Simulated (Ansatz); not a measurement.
# Geometry relaxation of TaN (part 3 of 3)

TaN (slab, 12 atoms in the cell); DFT PBEsol, scalar-relativistic, plane waves, PAW, no spin polarisation (Ansatz 0.2.0); cutoff 420 eV, 10×6×1 k-mesh, Gaussian smearing of 0.1 eV. The structure derives from an entry of the Crystallography Open Database. The input holds or restrains some coordinates. Forces given for the steps count only the free coordinates. It belongs to a series of runs on one base structure; here: clean slab, lower half held.

Geometry of the input (Å; fractional positions):
```
2.8960  0.0000  0.0000
0.0000  5.1789  0.0000
0.0000  0.0000  25.0137
N  0.0000  0.3033  0.3398
Ta 0.5000  0.0000  0.3506
Ta 0.0000  0.5000  0.4103
N  0.0000  0.8934  0.4103
Ta 0.5000  0.0000  0.4701
N  0.0000  0.3033  0.4809
N  0.0000  0.8033  0.5191
Ta 0.5000  0.5000  0.5299
Ta 0.0000  0.0000  0.5897
N  0.0000  0.3934  0.5897
Ta 0.5000  0.5000  0.6494
N  0.0000  0.8033  0.6602
```

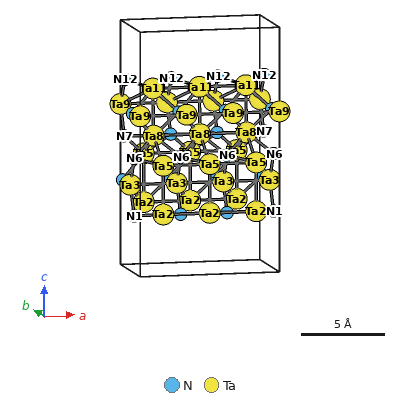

Figure 1. The geometry at step 4 of the log (ball-and-stick view of the 3 × 1 repeat of the cell, with the vacuum cut short, seen slightly off an axis; atoms are numbered from 1 in the order of the input).

**Output, continued**
```
  k-point 0: bands = ["-64.8512", "-64.7746", "-64.5825", "-64.4575", "-64.2611", "-64.1316", "-31.7520", "-31.6420", "-31.5676", "-31.3238", "-31.2245", "-31.2098", "-31.1085", "-31.1056", "-31.0369", "-31.0143", "-30.9394", "-30.8303", "-30.8220", "-30.7692", "-30.7415", "-30.6629", "-30.2789", "-30.2237", "-13.5716", "-12.5017", "-11.7193", "-11.2382", "-10.3476", "-9.8329", "-4.5730", "-3.5621", "-3.3456", "-2.5047", "-2.2237", "-1.5906", "-1.4279", "-1.3555", "-1.0715", "-0.9694", "-0.7633", "-0.3704", "-0.1600", "0.0148", "0.2099", "0.4848", "0.8095", "1.0176", "1.1363", "1.5572", "2.0368", "2.1081", "2.9611", "3.5922", "3.6508", "4.1514", "5.0718", "5.3163", "5.3210", "5.7237", "5.8751", "5.9044", "6.2186", "6.7570", "6.7575", "7.0086"]
  k-point 1: bands = ["-64.8503", "-64.7755", "-64.5825", "-64.4573", "-64.2614", "-64.1317", "-31.7422", "-31.6588", "-31.5596", "-31.3085", "-31.2388", "-31.1965", "-31.1079", "-31.1043", "-31.0393", "-31.0182", "-30.9339", "-30.8298", "-30.8292", "-30.7806", "-30.7416", "-30.6626", "-30.2798", "-30.2243", "-13.4487", "-12.4443", "-11.6955", "-11.3690", "-10.4144", "-9.8630", "-4.4854", "-3.6066", "-3.3697", "-2.7412", "-2.4404", "-1.6722", "-1.4287", "-1.3035", "-1.0222", "-0.9501", "-0.6967", "-0.3761", "0.0015", "0.1159", "0.1495", "0.5874", "0.8190", "0.9026", "1.1631", "1.4325", "1.9942", "2.1279", "2.8843", "3.4483", "3.8579", "4.2121", "5.1444", "5.5253", "5.5561", "5.8582", "5.9054", "6.0546", "6.2248", "6.3916", "6.8127", "7.1089"]
  k-point 2: bands = ["-64.8483", "-64.7774", "-64.5824", "-64.4569", "-64.2618", "-64.1318", "-31.7303", "-31.6892", "-31.5118", "-31.3371", "-31.2284", "-31.1845", "-31.1007", "-31.0943", "-31.0419", "-31.0274", "-30.9278", "-30.8511", "-30.8286", "-30.8002", "-30.7390", "-30.6619", "-30.2816", "-30.2255", "-13.1153", "-12.3957", "-11.6861", "-11.5768", "-10.5764", "-9.9320", "-4.2729", "-3.7840", "-3.4598", "-3.0744", "-2.6011", "-2.0893", "-1.4192", "-1.2406", "-0.8604", "-0.8188", "-0.5345", "-0.1242", "-0.1179", "0.1621", "0.3707", "0.6487", "0.6749", "0.8494", "1.0340", "1.4489", "1.9142", "1.9716", "2.6963", "3.0417", "4.1645", "4.5648", "5.3997", "5.6855", "5.8604", "6.0146", "6.2128", "6.4914", "6.7123", "6.7534", "6.8884", "7.0092"]
  k-point 23: bands = ["-64.7998", "-64.7305", "-64.5375", "-64.4061", "-64.2203", "-64.0893", "-31.9595", "-31.9306", "-31.7628", "-31.5542", "-31.5316", "-31.4645", "-31.2860", "-31.2720", "-31.0907", "-31.0678", "-31.0031", "-30.9239", "-30.8936", "-30.8803", "-30.8579", "-30.7972", "-30.7847", "-30.7014", "-11.9466", "-11.9124", "-11.4510", "-11.3767", "-10.1251", "-9.4193", "-4.0559", "-3.9609", "-3.2653", "-3.0652", "-3.0277", "-2.8126", "-2.7894", "-2.7190", "-1.4900", "-1.1736", "-0.8787", "-0.6384", "-0.6178", "-0.4395", "0.7144", "0.9556", "1.4269", "1.6868", "1.7121", "2.2490", "2.3849", "2.9858", "3.2543", "3.6201", "3.8425", "4.3404", "5.3826", "5.7869", "6.2934", "6.6009", "6.7139", "6.9160", "7.5323", "7.6807", "7.7966", "8.1105"]
--- Relaxed structure (7 steps of the walk, 7 accepted, 0 SCFs on fresh bases) ---
  F+E_penalty+E_count = -61118.70813576 eV   max|allowed force component| = 8.384e-3 eV/Å
  atoms:
    - { symbol: N, position: [0.0, 0.30331452919999996, 0.3398141217] }
    - { symbol: Ta, position: [0.5, 0.0, 0.35057916520000004] }
    - { symbol: Ta, position: [0.0, 0.5, 0.41034749910000007] }
    - { symbol: N, position: [0.0, 0.8933709415, 0.41034749910000007] }
    - { symbol: Ta, position: [0.5, 0.0, 0.47011583300000004] }
    - { symbol: N, position: [0.0, 0.30331452919999996, 0.4808808765] }
    - { symbol: N, position: [0.0, 0.8120351397891427, 0.5214234329629749] }
    - { symbol: Ta, position: [0.5, 0.5007561723573095, 0.5287333915838974] }
    - { symbol: Ta, position: [0.0, -0.0044633561748363615, 0.5941791114907209] }
    - { symbol: N, position: [0.0, 0.3848858408888722, 0.5871159558754706] }
    - { symbol: Ta, position: [0.5, 0.5315047172253073, 0.6430633893141895] }
    - { symbol: N, position: [0.0, 0.765768727317979, 0.6621759201823973] }
```

**Trajectory as extended XYZ (Å, eV, eV/Å), 7 frames, from step=1 to step=7**
```
12
Lattice="2.8960 0.0000 0.0000 0.0000 5.1789 0.0000 0.0000 0.0000 25.0137" Properties=species:S:1:pos:R:3:forces:R:3 step=1 energy=-61118.00392
N     0.0000    1.5708    8.5000    0.0000  -2.3537   1.2757
Ta    1.4480    0.0000    8.7693    0.0000   3.7024   0.9502
Ta    0.0000    2.5895   10.2643    0.0000  -0.6696  -1.7980
N     0.0000    4.6267   10.2643    0.0000  -0.4804  -0.3503
Ta    1.4480    0.0000   11.7593    0.0000  -0.2852  -0.0201
N     0.0000    1.5708   12.0286    0.0000   0.0861  -0.0989
N     0.0000    4.1603   12.9851    0.0000   0.0861   0.0989
Ta    1.4480    2.5895   13.2544    0.0000  -0.2852   0.0201
Ta    0.0000    0.0000   14.7494    0.0000  -0.6696   1.7980
N     0.0000    2.0372   14.7494    0.0000  -0.4804   0.3503
Ta    1.4480    2.5895   16.2444    0.0000   3.7024  -0.9502
N     0.0000    4.1603   16.5137    0.0000  -2.3537  -1.2757
12
Lattice="2.8960 0.0000 0.0000 0.0000 5.1789 0.0000 0.0000 0.0000 25.0137" Properties=species:S:1:pos:R:3:forces:R:3 step=2 energy=-61118.62327
N     0.0000    1.5708    8.5000    0.0000  -2.3321   1.2922
Ta    1.4480    0.0000    8.7693    0.0000   3.6498   1.0054
Ta    0.0000    2.5895   10.2643    0.0000  -0.6528  -1.8390
N     0.0000    4.6267   10.2643    0.0000  -0.4803  -0.3131
Ta    1.4480    0.0000   11.7593    0.0000  -0.3257   0.1791
N     0.0000    1.5708   12.0286    0.0000  -0.0867  -0.0586
N     0.0000    4.1673   13.0136    0.0000   0.1468   0.1194
Ta    1.4480    2.5763   13.2570    0.0000  -0.0577  -0.2007
Ta    0.0000   -0.0340   14.8202    0.0000   0.5156  -0.2905
N     0.0000    2.0057   14.7448    0.0000  -0.0436   0.0083
Ta    1.4480    2.7515   16.1365    0.0000   0.7371  -0.0953
N     0.0000    4.1039   16.4968    0.0000  -1.0697   0.1910
12
Lattice="2.8960 0.0000 0.0000 0.0000 5.1789 0.0000 0.0000 0.0000 25.0137" Properties=species:S:1:pos:R:3:forces:R:3 step=3 energy=-61118.67721
N     0.0000    1.5708    8.5000    0.0000  -2.3161   1.2950
Ta    1.4480    0.0000    8.7693    0.0000   3.6430   1.0047
Ta    0.0000    2.5895   10.2643    0.0000  -0.6279  -1.8973
N     0.0000    4.6267   10.2643    0.0000  -0.4832  -0.3474
Ta    1.4480    0.0000   11.7593    0.0000  -0.0802   0.0367
N     0.0000    1.5708   12.0286    0.0000  -0.0347  -0.2186
N     0.0000    4.1971   13.0189    0.0000   0.0439   0.0169
Ta    1.4480    2.5987   13.2259    0.0000  -0.0753   0.0270
Ta    0.0000    0.0153   14.8114    0.0000   0.2506  -0.1912
N     0.0000    2.0421   14.7117    0.0000  -0.0761  -0.1501
Ta    1.4480    2.8001   16.0868    0.0000   0.1460   0.0430
N     0.0000    4.0872   16.4732    0.0000  -0.3894   0.3791
12
Lattice="2.8960 0.0000 0.0000 0.0000 5.1789 0.0000 0.0000 0.0000 25.0137" Properties=species:S:1:pos:R:3:forces:R:3 step=4 energy=-61118.69770
N     0.0000    1.5708    8.5000    0.0000  -2.3053   1.2961
Ta    1.4480    0.0000    8.7693    0.0000   3.6402   1.0132
Ta    0.0000    2.5895   10.2643    0.0000  -0.6360  -1.8793
N     0.0000    4.6267   10.2643    0.0000  -0.4800  -0.3255
Ta    1.4480    0.0000   11.7593    0.0000  -0.1366   0.1411
N     0.0000    1.5708   12.0286    0.0000  -0.0752  -0.2141
N     0.0000    4.2029   13.0341    0.0000   0.0017   0.0077
Ta    1.4480    2.5926   13.2272    0.0000   0.1101   0.0542
Ta    0.0000    0.0058   14.8411    0.0000   0.0452  -0.1514
N     0.0000    2.0257   14.7082    0.0000  -0.0809  -0.1827
Ta    1.4480    2.7832   16.0919    0.0000  -0.0496  -0.0497
N     0.0000    4.0289   16.5136    0.0000  -0.0336   0.2893
12
Lattice="2.8960 0.0000 0.0000 0.0000 5.1789 0.0000 0.0000 0.0000 25.0137" Properties=species:S:1:pos:R:3:forces:R:3 step=5 energy=-61118.70636
N     0.0000    1.5708    8.5000    0.0000  -2.2880   1.2983
Ta    1.4480    0.0000    8.7693    0.0000   3.6432   1.0195
Ta    0.0000    2.5895   10.2643    0.0000  -0.6654  -1.8882
N     0.0000    4.6267   10.2643    0.0000  -0.4828  -0.3119
Ta    1.4480    0.0000   11.7593    0.0000  -0.1256   0.1131
N     0.0000    1.5708   12.0286    0.0000  -0.1202  -0.3389
N     0.0000    4.2025   13.0417    0.0000   0.0789  -0.0029
Ta    1.4480    2.5943   13.2201    0.0000  -0.0267  -0.0339
Ta    0.0000   -0.0259   14.8641    0.0000  -0.0379  -0.0634
N     0.0000    1.9870   14.6688    0.0000   0.0639   0.1634
Ta    1.4480    2.7441   16.0738    0.0000   0.0285   0.0548
N     0.0000    3.9585   16.5575    0.0000  -0.0679  -0.0107
12
Lattice="2.8960 0.0000 0.0000 0.0000 5.1789 0.0000 0.0000 0.0000 25.0137" Properties=species:S:1:pos:R:3:forces:R:3 step=6 energy=-61118.70799
N     0.0000    1.5708    8.5000    0.0000  -2.2856   1.3007
Ta    1.4480    0.0000    8.7693    0.0000   3.6381   1.0226
Ta    0.0000    2.5895   10.2643    0.0000  -0.6670  -1.8747
N     0.0000    4.6267   10.2643    0.0000  -0.4820  -0.3084
Ta    1.4480    0.0000   11.7593    0.0000  -0.0931   0.1307
N     0.0000    1.5708   12.0286    0.0000  -0.0681  -0.2512
N     0.0000    4.2073   13.0426    0.0000  -0.0200   0.0153
Ta    1.4480    2.5958   13.2262    0.0000  -0.0475  -0.0017
Ta    0.0000   -0.0246   14.8647    0.0000   0.0359  -0.0172
N     0.0000    1.9935   14.6870    0.0000  -0.0110  -0.0085
Ta    1.4480    2.7496   16.0879    0.0000   0.0023  -0.0243
N     0.0000    3.9648   16.5632    0.0000  -0.0013   0.0175
12
Lattice="2.8960 0.0000 0.0000 0.0000 5.1789 0.0000 0.0000 0.0000 25.0137" Properties=species:S:1:pos:R:3:forces:R:3 step=7 energy=-61118.70814
N     0.0000    1.5708    8.5000    0.0000  -2.2849   1.3018
Ta    1.4480    0.0000    8.7693    0.0000   3.6371   1.0229
Ta    0.0000    2.5895   10.2643    0.0000  -0.6661  -1.8796
N     0.0000    4.6267   10.2643    0.0000  -0.4804  -0.3076
Ta    1.4480    0.0000   11.7593    0.0000  -0.1174   0.1331
N     0.0000    1.5708   12.0286    0.0000  -0.0912  -0.2628
N     0.0000    4.2055   13.0427    0.0000  -0.0027  -0.0024
Ta    1.4480    2.5934   13.2256    0.0000   0.0062  -0.0070
Ta    0.0000   -0.0231   14.8626    0.0000   0.0013  -0.0044
N     0.0000    1.9933   14.6859    0.0000   0.0022  -0.0026
Ta    1.4480    2.7526   16.0854    0.0000  -0.0077   0.0084
N     0.0000    3.9659   16.5635    0.0000   0.0036   0.0003
```

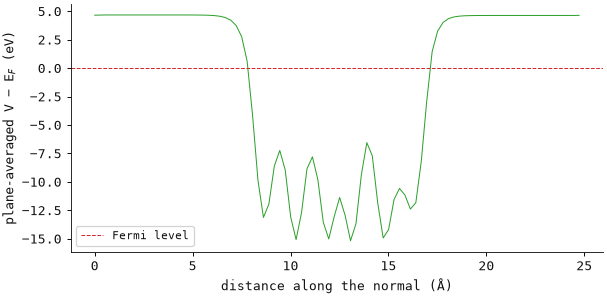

Figure 2. Plane average of the electrostatic potential energy of an electron across the cell, from the Fermi level. The vacuum level lies 4.64 eV above the Fermi level on the upper side and 4.68 eV on the lower.

**Key numbers**

```tsv
quantity	value
outcome	converged under the restraints of the input
electrons treated	108
free energy	−61118.7081 eV
work function, top face	4.64 eV
work function, bottom face	4.68 eV
Fermi energy	3.897 eV
gap on the k-point mesh	none (metallic)
final volume	375.16 Å³
work function (upper face)	4.64 eV
largest force (length of the vector) at the end, held atoms and coordinates included	3.778 eV/Å
wall time	1.8 min (CPU time 3.6 min)
peak memory	0.9 GiB
```

**Remarks**

Spin–orbit coupling is left out, which matters for Ta.
